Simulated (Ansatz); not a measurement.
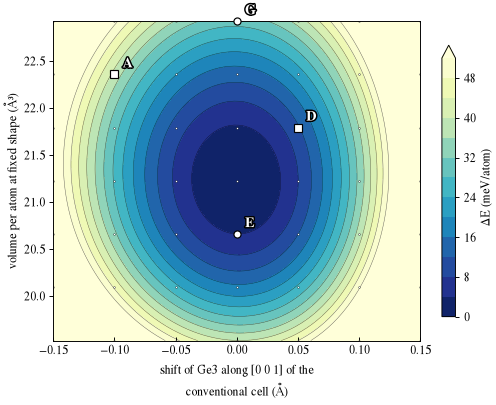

SiGe (P6_3mc, No. 186; 4 atoms in the cell). The energy is mapped over a free internal coordinate and the cell. The first coordinate is: shift of Ge3 along [0 0 1] of the conventional cell, Cartesian (0 0 1), its symmetry partners moved as symmetry demands (measured in the relaxed cell); the second: volume per atom at fixed shape. Nothing is relaxed (all other coordinates fixed). The scan uses a 7 × 7 grid. Points are written as (first, second). Energies: meV/atom, counted from the lowest grid point. The band gap closes in part of the range. Level of theory: DFT PBEsol, scalar-relativistic, plane waves, PAW (Ansatz). Settings: cutoff 420 eV, k-mesh 12×12×6 in the order of the run's cell vectors, gaussian smearing 0.03 eV, no spin polarisation.

In the figure: filled contours, dots at the grid points, one colour for all values above the top of the scale, lettered points. Between grid points the surface is interpolated.

Question: Is E the lowest point of the computed grid?

Answer: No. E lies 4.0 meV/atom above the lowest grid point, which is at (0.00 Å, 21.22 Å³).

Question: What kind of point is each of A, D: minimum, saddle, maximum or slope?

Answer: A: on a slope; D: on a slope. (In these two coordinates alone; a stationary point may lie a little off the grid point.)

Question: Rank the lettered points by energy, lowest first.

Answer: E (4.0 meV/atom), D (12 meV/atom), G (30 meV/atom), A (39 meV/atom).

PAW datasets: the set soft_1.
